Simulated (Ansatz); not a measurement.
Run report: Co5Si8, geometry relaxation (part 1 of 4)

- system: Co5Si8 (slab, 13 atoms in the cell)
- method: DFT PBEsol, scalar-relativistic, plane waves, PAW, spin-polarised (Ansatz 0.2.0)

The structure derives from an entry of the Crystallography Open Database. The input holds or restrains some coordinates. Forces given for the steps count only the free coordinates. It belongs to a series of runs on one base structure; here: Co put at a top Co site. Figures and captions count atoms from 1; the log counts them from 0 in places.

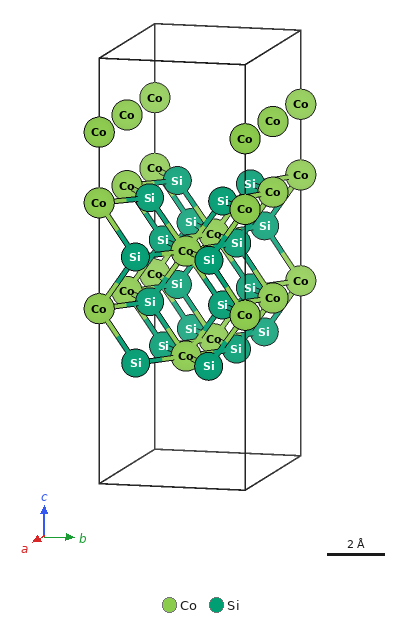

Figure 1. The structure as given in the input (ball-and-stick view of the 2 × 1 repeat of the cell, with the vacuum cut short, seen slightly off an axis). An atom can appear more than once, as a periodic image.

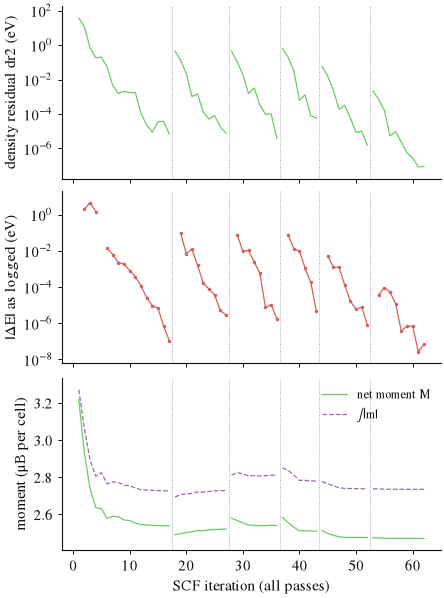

Figure 2. Convergence of the self-consistent field: density residual dr2, size of the energy change and magnetic moment against the SCF iteration. The dotted lines part the SCF passes of the relaxation: geometry steps, rejected trials and re-solves on a re-selected basis. The 6 passes take 7 to 17 iterations each, 62 in all. The net moment goes from 3.2 to 2.5 μB per cell.

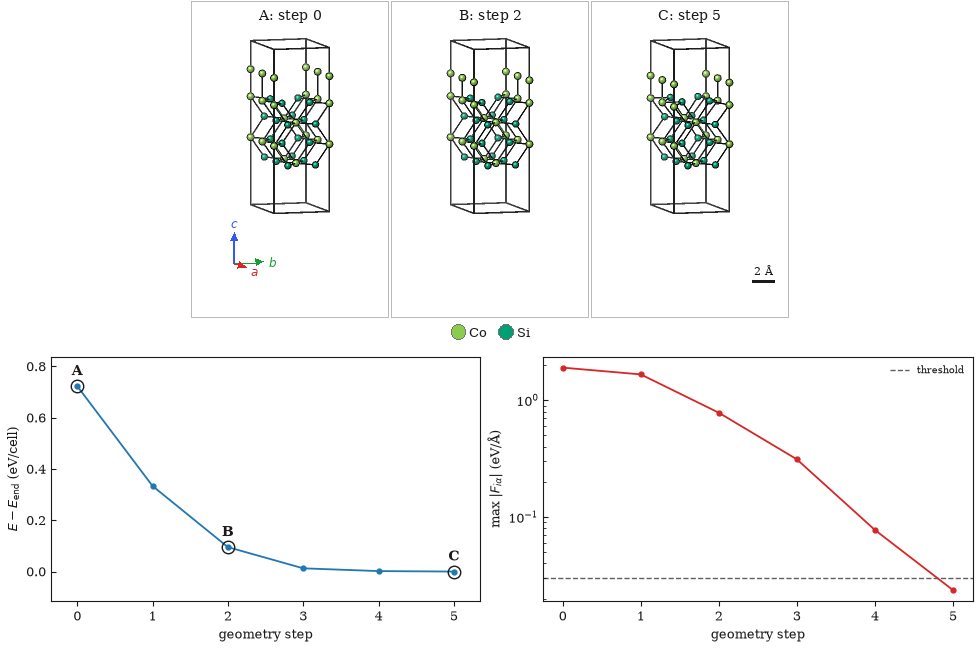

Figure 3. Frames of the restrained relaxation (ball-and-stick view of the 2 × 1 repeat of the cell, with the vacuum cut short, seen slightly off an axis) above the curves, on which the letters mark them (the first geometry is step 0 here and step 1 in the log).

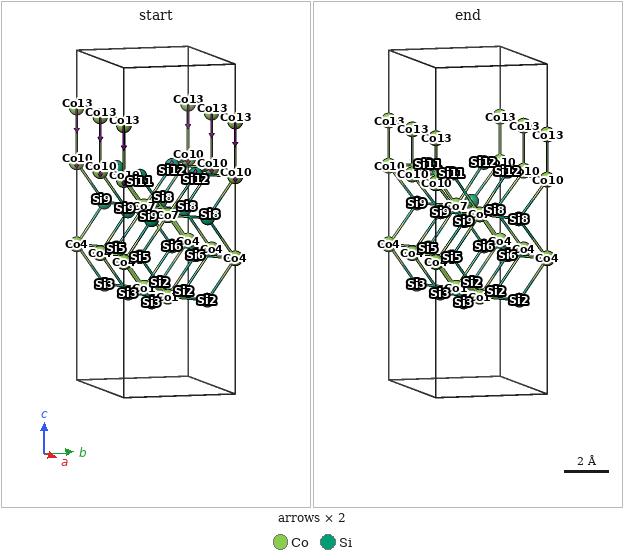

Figure 4. Before (left) and after (right) the restrained relaxation, at one scale (ball-and-stick view of the 2 × 1 repeat of the cell, with the vacuum cut short, seen slightly off an axis). The pink arrows give the displacements, magnified 2 times. Over 5 geometry steps the energy falls by 0.723 eV per cell of the calculation. Largest force component: 1.9 eV/Å at the start, 0.024 eV/Å at the end. The largest move is that of Co13, 0.60 Å. Largest moves by element: Co 0.60 Å, Si 0.13 Å. The lattice vectors keep their values. Among the contacts that change: Co10–Co13 2.520 → 2.075 Å, Co7–Si11 2.275 → 2.347 Å, Si8–Co10 2.290 → 2.224 Å, Si5–Co7 2.287 → 2.320 Å. Among the angles that change: Co7–Si12–Co10 111.2° → 104.3°, Co4–Si9–Co10 110.2° → 106.3°, Co4–Si9–Co7 108.4° → 110.6°. (Atoms are counted from 1 in the order of the input.)

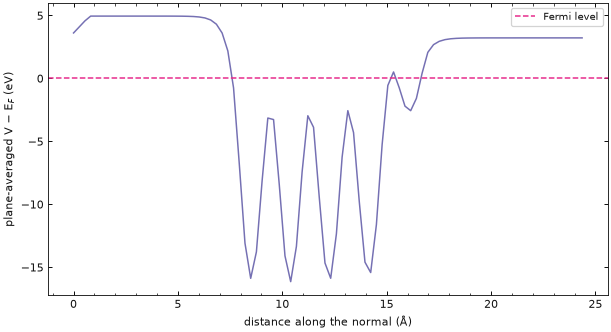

Figure 5. Plane average of the electrostatic potential energy of an electron across the cell, from the Fermi level. The vacuum level lies 3.21 eV above the Fermi level on the upper side and 4.94 eV on the lower.

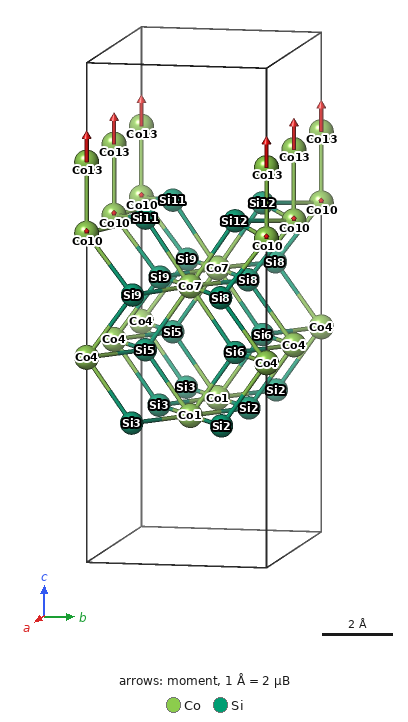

Figure 6. Magnetic moments of the sites as red arrows (ball-and-stick view of the 2 × 1 repeat of the cell, with the vacuum cut short, seen slightly off an axis; atoms are numbered from 1 in the order of the input); small moments hardly show. The run is collinear, so the axis drawn is arbitrary. Site moments: Co13 (1.87 μB); Co10 (0.32 μB). They are counted near the atoms and needn't add up to the moment of the cell.

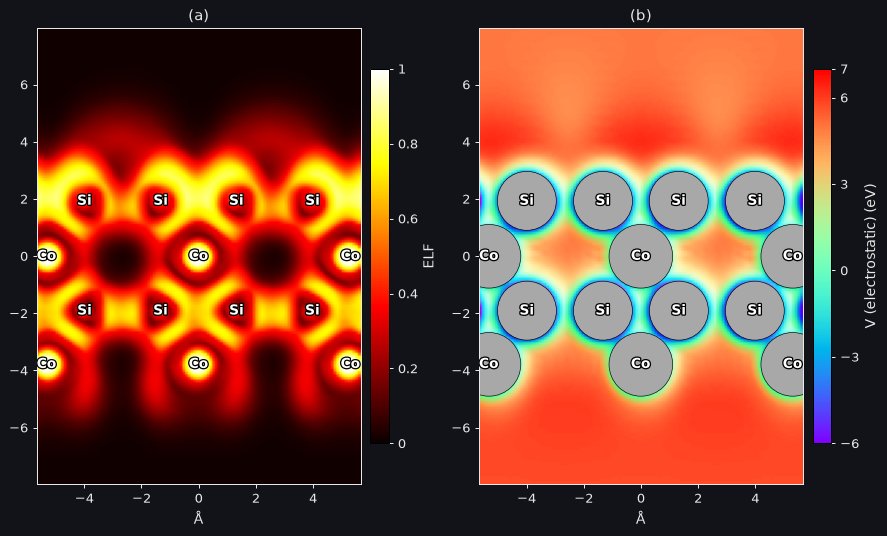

Figure 7. (a) ELF; (b) electrostatic potential energy of an electron on the (100) plane of the calculation cell, a cut from vacuum to vacuum. Grey discs, where drawn, cover atomic cores. Co–Si (2.30 Å): the ELF peaks at about 0.75 between the atoms. Co–Si (2.35 Å): the ELF is about 0.50 at the midpoint. The strong features right at Co lie inside the PAW spheres (semicore, d or f shells) and say nothing about bonding. Core electrons are frozen (PAW), so the fields are smoothed inside the atomic spheres.

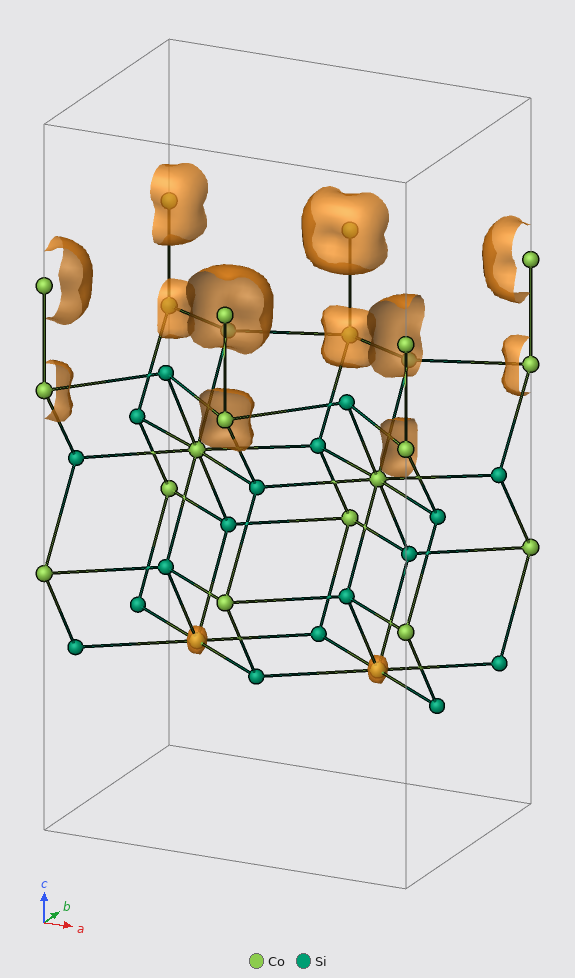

Figure 8. Isosurfaces of the spin density at +0.1 (orange) and −0.1 e/Å³ (purple), seen slightly off an axis. Sticks mark near contacts. The spin density sits on Co: +1.9 μB in one cell of 13 atoms. The cell of the calculation (13 atoms) carries 2.5 μB net. Only one sign reaches the isovalue.

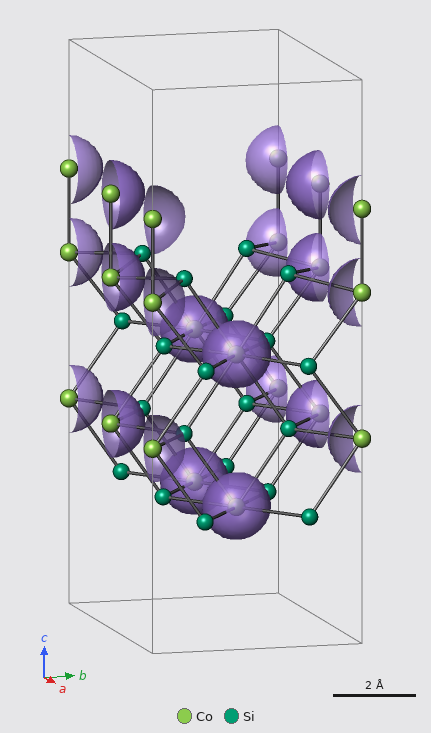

Figure 9. Isosurface of the valence charge density (pseudo) at 1 e/Å³ (purple), seen slightly off an axis. Sticks mark near contacts. At this value the density breaks into separate islands; it holds about 60 % of the electrons treated as valence (semicore included). It is pinched off along the Co–Co (2.07 Å), Co–Si (2.22 Å), Co–Si (2.29 Å) and Co–Si (2.35 Å) contacts. On the grid the lowest density along these lines, outside the cores, is 0.72 e/Å³ (Co–Co, 2.07 Å), 0.52 e/Å³ (Co–Si, 2.22 Å), 0.49 e/Å³ (Co–Si, 2.29 Å) and 0.45 e/Å³ (Co–Si, 2.35 Å).

The input and output of the run follow.

**Input file**
```yaml
crystal:
  lattice:
    - [3.7565103887, 0.0, 0.0]
    - [0.0, 5.3125079389, 0.0]
    - [0.0, 0.0, 24.6347655831]
  atoms:
    - { symbol: Co, position: [0.5, 0.5, 0.3450408315] }
    - { symbol: Si, position: [0.0, 0.75, 0.3450408315] }
    - { symbol: Si, position: [0.0, 0.25, 0.3450408315] }
    - { symbol: Co, position: [0.0, 0.0, 0.4212849179] }
    - { symbol: Si, position: [0.5, 0.25, 0.4212849179] }
    - { symbol: Si, position: [0.5, 0.75, 0.4212849179] }
    - { symbol: Co, position: [0.5, 0.5, 0.4968790777] }
    - { symbol: Si, position: [0.0, 0.7520074714, 0.4984957436] }
    - { symbol: Si, position: [0.0, 0.2479925286, 0.4984957436] }
    - { symbol: Co, position: [0.0, 0.0, 0.5745077881] }
    - { symbol: Si, position: [0.5, 0.2493189219, 0.5717684362] }
    - { symbol: Si, position: [0.5, 0.7506810781, 0.5717684362] }
    - { symbol: Co, position: [0.0, 0.0, 0.6768022464], spin: 3.0 }
basis:
  ecutwfc: 420
kpoints:
  mp_grid: { grid: [8, 6, 1] }
hamiltonian:
  xc: pbesol
scf:
  occupations: { method: gaussian, width: 0.1 }
output:
  forces: true
  eigenvalues: true
  populations: true
  write_density: true
  write_potential: true
  elf: true
  volumetric_format: npy
magnetization:
  spin_polarized: true
relax:
  adjacent_minimum: "off"
  f_tol: 0.03
  max_steps: 70
  constraints: [{ sites: [0, 1, 2, 3, 4, 5] }]
efield:
  axis: 3
  dipole_correction: true
  ramp_width: 0.04
```

Launch command:
```bash
ansatz run input.yaml --threads 2 --pin off --max-ram 5120MiB --backend cpu --events-out ev --progress --plain --runs-dir out
```

**The program's output**
```
Engine: ansatz 0.2.0, aarch64-unknown-linux-gnu
Pseudopotentials: kind: paw
Pseudopotential: Co, paw, valence charge 17, recommended cutoff 420 eV (normal), Co.paw.azcp
Pseudopotential: Si, paw, valence charge 4, recommended cutoff 420 eV (normal), Si.paw.azcp
Functional definition: PBEsol
  exchange = pbesol_x
  correlation = pbesol_c
Crystal: 13 atoms, lattice volume = 491.623 Å³
Basis set: ecut = 420 eV, 9615 PW (Γ), exchange–correlation on 54×72×360 points (8 copies of the dense FFT grid, shifted against one another)
Bands: 73, of which v1, the nominal top of the filled ones, is band 59 counted from 1 (58 counted from 0)
Symmetry: 4 space group operations
k-points: 20 of 48
Non-local potential: Co, projectors of the file, l = 0: 3, l = 1: 2, l = 2: 3, l = 3: 1
Non-local potential: Si, projectors of the file, l = 0: 2, l = 1: 2, l = 2: 2
PAW form: soft (Blöchl's): semilocal exchange-correlation on the pseudo side does not see the compensation charge
PAW frozen core: Co, regenerated for the run's functional, and the local potential with it (the file was generated under x = pbe(κ = 0.804, μ = 0.2195149727645171), c = pbe(β = 0.06672455060314922))
PAW frozen core: Si, regenerated for the run's functional, and the local potential with it (the file was generated under x = pbe(κ = 0.804, μ = 0.2195149727645171), c = pbe(β = 0.06672455060314922))
PAW one-centre angular grid: Co, 590 points (default); XC on 64 Gauss nodes
PAW one-centre angular grid: Si, 110 points (default); XC on 64 Gauss nodes
Initial density: superposition of atomic densities (neutral atoms: chi_scale 0, normalization atom)
Starting moments: Σ|m| = 3 μB on 1 of 13 sites
Initial wavefunctions: pseudopotential atomic-orbital guess
Functional: x = pbesol(κ = 0.804, μ = 0.12345679012345678), c = pbesol(β = 0.046)
```
